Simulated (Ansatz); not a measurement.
The crystal is LaBiS2O (P4/nmm).

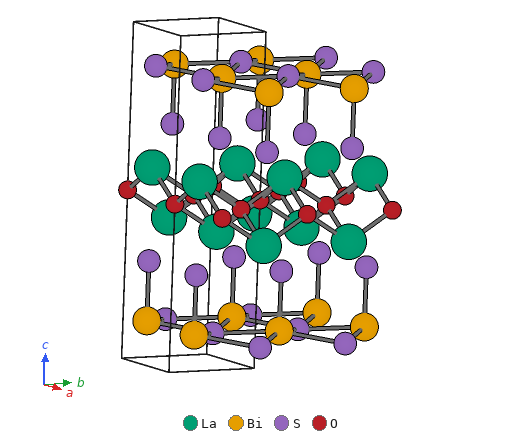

The structure (lanthanum teal, bismuth orange, sulfur purple, oxygen red). 2×2×1 cells are drawn. Some periodic images of atoms are drawn too.

```
La Bi S O
1.0
     4.05550    0.00000    0.00000
     0.00000    4.05550    0.00000
     0.00000    0.00000   14.17327
La Bi S O
2 2 4 2
Direct
  0.50000 0.00000 0.58774
  0.00000 0.50000 0.41226
  0.00000 0.50000 0.86777
  0.50000 0.00000 0.13223
  0.50000 0.00000 0.89002
  0.00000 0.50000 0.10998
  0.00000 0.50000 0.69020
  0.50000 0.00000 0.30980
  0.00000 0.00000 0.50000
  0.50000 0.50000 0.50000
```

The cell and positions are those that the Materials Project relaxed with its own functionals (PBE, PBE+U or r2SCAN), kept fixed. Spin-orbit coupling is left out unless a run names it. PAW set soft_2, made with PBE.

Gaps computed with Ansatz 0.2.0 without a self-energy: LDA 0.83 eV, LDA+SOC 0.48 eV, r2SCAN 1.13 eV and PBE0 1.97 eV. The mean ε∞ by LDA perturbation theory is 14.13.

Estimate the G0W0@LDA gap with 4×4×2 mesh, 1071 empty bands, screening to 160 eV, default PAW files.

About 1.23 eV: on its mesh the run moves the gap from 0.82 eV by +0.41 eV. Among the scalar-relativistic levels given, r2SCAN is nearest (−0.10 eV). One-shot corrections scale roughly with one over ε∞, here 0.07. Spin-orbit coupling is not in that value; its −0.35 eV at the LDA level would bring it to about 0.88 eV. Bands and cutoff are finite, so the gap is not at the basis limit. The miss can reach some tenths of an eV and take either sign; the mesh is an error of its own. The 4×4×2 mesh is coarse for this cell (its supercell is 16 Å along the shortest edge). The RPA ε∞ on it, from the LDA start, is 7.62 and 29.94; such meshes misread the long-range screening, most where the gap is narrow. Where an edge is built on 6p states of lead, bismuth or thallium, scalar-relativistic gaps usually stand too wide, by a few tenths to over one eV. Empty 4f levels lie among the conduction bands. Their place in the start is unsure; it enters the screening, and the edge itself where they lie low. The many-body steps are scalar-relativistic: spin-orbit coupling is not in them.

[Paths, hosts, dates, memory and timing lines, banners, echoed tables and standing remarks are left out of the program output.]

[Logs are printed without paths, hosts, clocks, repeated set-up lines and the standing remarks that a program may print on its own settings, such as how far it seeks lower states.]

[Runs of the session that timed out or met a known fault of the program may be left out.]

[Cells called generated may have been cut or substituted from an entry of the Crystallography Open Database or the Materials Project.]

[No measured gap is set beside runs whose start may be inverted or whose files or cutoffs have a known fault.]

[Hosts, paths, dates, database ids (printed as entryN), source tags and the programs' standing remarks are cut or masked in the printed files.]
